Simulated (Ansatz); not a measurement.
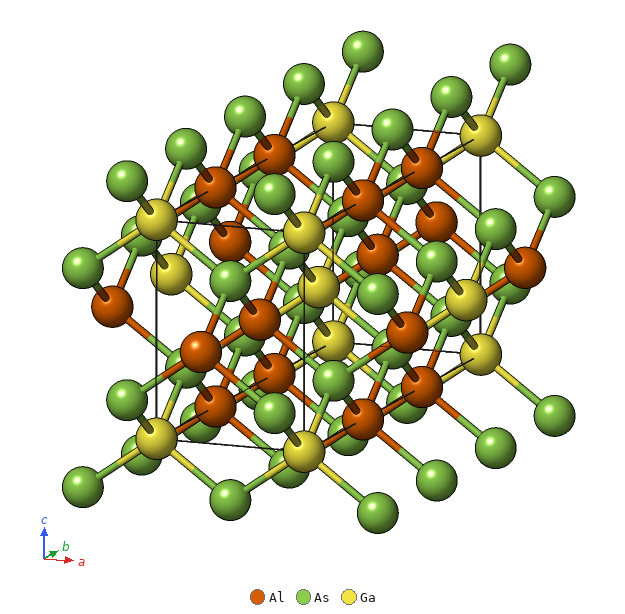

A ball-and-stick picture of a crystal structure, seen slightly off an axis. The wireframe shows the conventional unit cell. The bonded neighbours beyond the faces are included.

Al$_{2}$GaAs$_{3}$, space group Imm2 (No. 44), a = 4.014 Å, b = 12.040 Å, c = 5.673 Å, α = 90.00°, β = 90.00°, γ = 90.00°. The initial geometry was a structure type filled with these elements by a generator (whether the compound takes this form wasn't checked). Earlier steps of the study, as a rule a relaxation of our own, may have changed the cell and positions, so they can lie some per cent off the listed ones. Ansatz was used for an electronic-structure calculation on it.

This one geometry was computed with Ansatz (DFT, plane waves, PAW) at five levels of theory: PBE0, PBE, PBE with spin-orbit coupling, r2SCAN and HSE06. It was relaxed beforehand with r2SCAN.

**Which level gives the highest pressure at this volume, and what does that say about its equilibrium volume?**

Highest: PBE (2.2 GPa) and PBE with spin-orbit coupling (2.2 GPa), which points to the largest equilibrium volume. Lowest, with the smallest volume: PBE0 (0.2 GPa), r2SCAN (0.0 GPa) and HSE06 (0.4 GPa). Levels within 0.5 GPa of each other can't be told apart.

**How does the band gap change with the level of theory?**

PBE with spin-orbit coupling: a gap of 1.34 eV, direct; PBE: a gap of 1.44 eV, direct; r2SCAN: a gap of 1.80 eV, indirect; HSE06: a gap of 2.08 eV, indirect; PBE0: a gap of 2.72 eV, indirect.

**Collect the results in a table.**

| level | cutoff (eV) | k-mesh of the run's cell | gap (eV) | pressure (GPa) |
| --- | --- | --- | --- | --- |
| PBE0 | 420 | 4×4×4 | 2.72 | 0.2 |
| PBE | 420 | 8×8×8 | 1.44 | 2.2 |
| PBE with spin-orbit coupling | 420 | 8×8×8 | 1.34 | 2.2 |
| r2SCAN | 500 | 8×8×8 | 1.80 | 0.0 |
| HSE06 | 420 | 4×4×4 | 2.08 | 0.4 |

Gaps are taken on the k-mesh or band path of each run.
